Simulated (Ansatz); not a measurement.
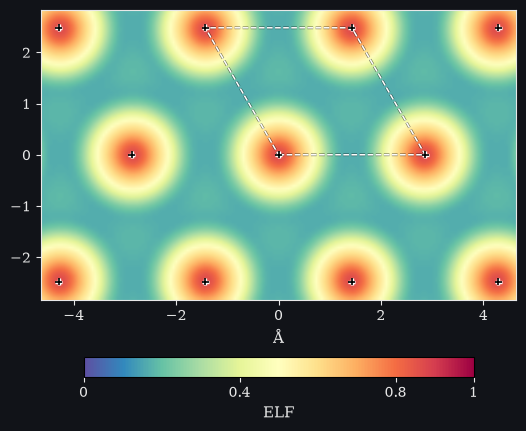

The ELF on a plane through atoms (crosses mark nuclei in the plane).

These are results of Ansatz 0.2.0, DFT PBE, scalar-relativistic, plane waves, PAW, not measurements.

Candidates:
A. Ag, a = 2.86 Å, b = 2.86 Å, c = 21.09 Å, α = 90.00°, β = 90.00°, γ = 120.00°. Space group R-3m; a structure from a database of computed crystals, not necessarily the ambient phase; computed pressure about 8 GPa in this cell; computed without spin polarisation.
B. Ta, a = 3.32 Å, b = 3.32 Å, c = 3.32 Å, α = 90.00°, β = 90.00°, γ = 90.00°. Space group Im-3m; a structure from a database of computed crystals, not necessarily the ambient phase; computed without spin polarisation.
C. ZnO, a = 3.28 Å, b = 3.28 Å, c = 5.29 Å, α = 90.00°, β = 90.00°, γ = 120.00°. Space group P6₃mc; a structure from a database of computed crystals, not necessarily the ambient phase.

Question: Which system is this?

Answer: Candidate A: Ag on the (001) plane of the conventional cell, which holds Ag. Ag–Ag (2.86 Å): the ELF is about 0.15 at the midpoint; no shared electron pair shows on this line.
